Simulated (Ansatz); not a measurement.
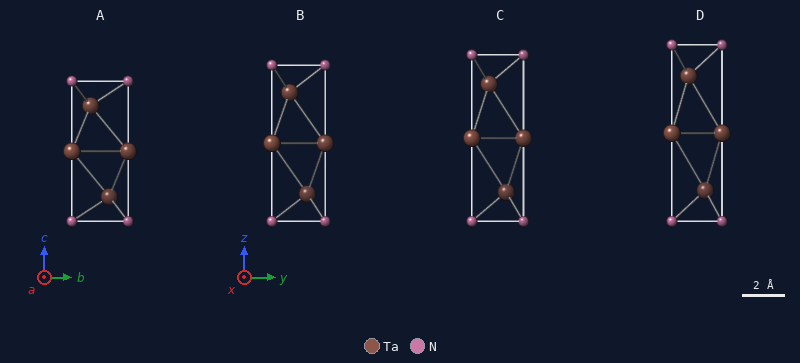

Frames of a one-coordinate scan of a crystal of Ta3N (P-3m1). x, y and z are the Cartesian axes of the input. A ball-and-stick model of the cell of the calculation, seen along the a axis.

All numbers below come from DFT r2SCAN, scalar-relativistic, plane waves, PAW in Ansatz. (plane-wave cutoff 500 eV; k-point mesh 24 × 24 × 8; occupations gaussian; smearing width 0.15 eV; no spin polarisation). Energies (free energies at the smearing named) are counted from the relaxed crystal.

Question: What is being scanned?

Answer: The ratio of the cell's length along z to its lengths across, counted as 1 for the reference, is changed at fixed volume (a c/a path), with the atoms kept at their fractional coordinates. In the frames the relative ratio is 0.85 (A), 1.00 (B), 1.10 (C), 1.20 (D). Their energies are 113.7 meV/atom, 0.0 meV/atom, 57.1 meV/atom, 233.5 meV/atom.
